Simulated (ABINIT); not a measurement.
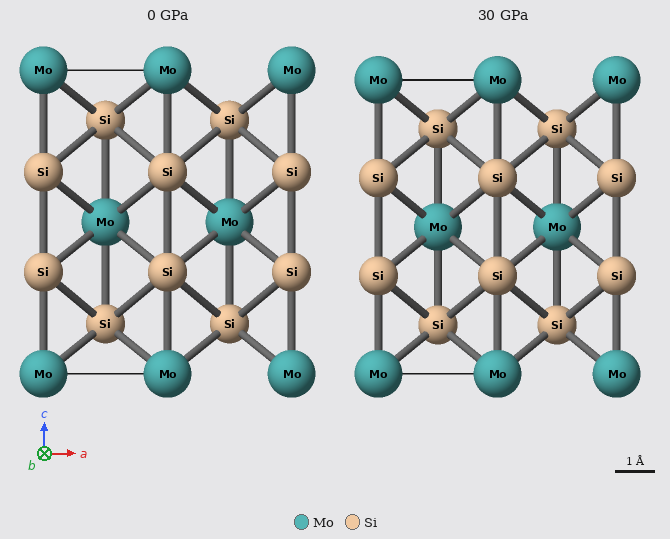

A crystal of Si$_{2}$Mo (set up in I4/mmm), relaxed (cell and atoms) at several target pressures. The picture shows the first and the last member. The picture is a ball-and-stick view of the conventional cell (2 times the calculation's cell), repeated 2 × 1 × 1 with one cell outlined, seen along the b axis. Lengths and directions refer to the drawn axes.

Computed with ABINIT 10.8.3: PBE, JTH PAW PBE v2.0. Settings: plane-wave cutoff 408.2 eV; k-point mesh 10 × 10 × 10; occupations fermi-dirac; smearing width 0.05 eV; no spin polarisation.

```tsv
pressure (GPa)	volume (Å³/atom)	a (Å)	c (Å)
0	13.589	3.218	7.873
5	?	?	?
10	12.998	3.168	7.773
20	12.519	3.125	7.691
30	12.118	3.089	7.622
```

Q: One row is withheld. What does the calculation give there?

A: Murnaghan's form V = V₀(1 + B′P/B₀)^(−1/B′), with V₀ = 13.589 Å³ from the row at zero pressure, fits the other rows with B₀ = 205 GPa and B′ = 4.11 (largest miss 0.000 Å³). At 5 GPa it gives 13.589 × (1 + 4.11 × 5/205)^(−1/4.11) = 13.277 Å³ per atom. The calculation gives 13.277 Å³/atom (a = 3.192 Å, c = 7.820 Å). The estimate is right to the digits shown. From the first member to the last: Si–Si 2.642 → 2.528 Å, Mo–Si 2.639 → 2.542 Å, Mo–Si 2.619 → 2.526 Å.

The whole series:

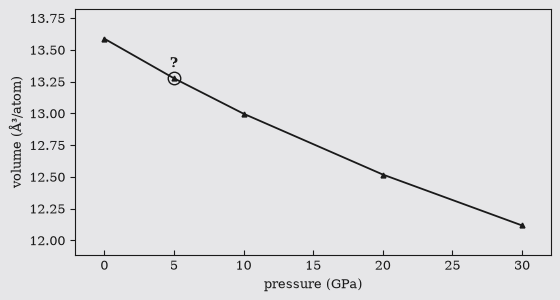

Each member starts from this one structure; whether another phase lies lower wasn't checked.
